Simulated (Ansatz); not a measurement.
Given this structure, coordinates from a relaxation with DFT PBEsol, scalar-relativistic, plane waves, PAW in Ansatz 0.2.0, written in its standard cell:

```xyz
2
Lattice="3.1995 0.0000 0.0000 0.0000 3.1995 0.0000 0.0000 0.0000 4.9841" Properties=species:S:1:pos:R:3 pbc="T T T"
In    0.0000    0.0000    0.0000
In    1.5998    1.5998    2.4920
```

What does the kinematic electron diffraction pattern along [111] look like at 200 kV (B = 1 Å²)?

Answer. The spots form a centred rectangular net with both shortest vectors at d = 2.69 Å, 73.0° apart. They are -1 0 1 and 0 -1 1. The pattern has symmetry 2mm. No reflection of this zone is absent.

Strongest reflections with d > 0.83 Å, one of each family (|F|² from tabulated Gaussian fits of the electron scattering factors, times a small damping for the curvature of the Ewald sphere):

| hkl | d (Å) | I (strongest = 100) |
| --- | --- | --- |
| 1 0 -1 | 2.692 | 100 |
| 1 -1 0 | 2.262 | 75 |
| 1 1 -2 | 1.675 | 41 |
| 2 -1 -1 | 1.375 | 25 |
| 2 0 -2 | 1.346 | 24 |
| 2 -2 0 | 1.131 | 14 |

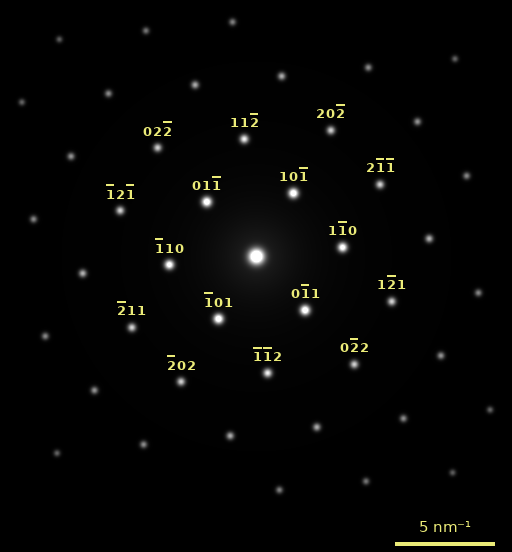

Calculated pattern, seen from the source side with [111] pointing towards the source.
